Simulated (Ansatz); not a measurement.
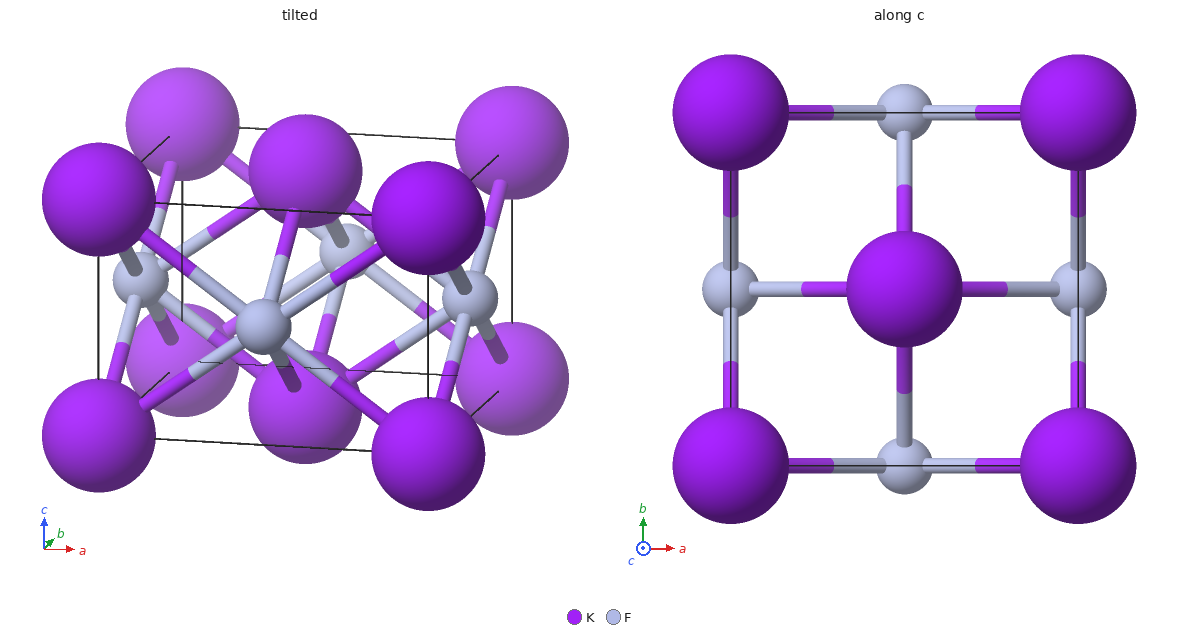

The figure gives a ball-and-stick picture of the atoms, viewed slightly off an axis and along the c axis. The wireframe shows the conventional unit cell.

KF, space group Cmmm (No. 65), a = 4.458 Å, b = 4.533 Å, c = 3.179 Å, α = 90.00°, β = 90.00°, γ = 90.00°. The structure comes from a structure type filled with these elements by a generator (whether the compound takes this form wasn't checked). The cell was then strained or its atoms displaced on purpose. Ansatz was used for an electronic-structure calculation on it.

This one geometry was computed with Ansatz (DFT, plane waves, PAW) at three levels of theory: r2SCAN, HSE06 and PBE. It was relaxed with r2SCAN and then strained.

Which level gives the highest pressure at this volume, and what does that say about its equilibrium volume?

Highest: PBE (3.0 GPa), which points to the largest equilibrium volume. Lowest, with the smallest volume: r2SCAN (0.0 GPa). Levels within 0.5 GPa of each other can't be told apart.

How does the band gap change with the level of theory?

PBE: a gap of 6.82 eV, indirect; r2SCAN: a gap of 7.72 eV, indirect; HSE06: a gap of 8.92 eV, indirect.

Collect the results in a table.

| level | cutoff (eV) | k-mesh of the run's cell | gap (eV) | pressure (GPa) |
| --- | --- | --- | --- | --- |
| r2SCAN | 500 | 8×8×8 | 7.72 | 0.0 |
| HSE06 | 420 | 6×6×6 | 8.92 | 1.6 |
| PBE | 420 | 8×8×8 | 6.82 | 3.0 |

Gaps are taken on the k-mesh or band path of each run.
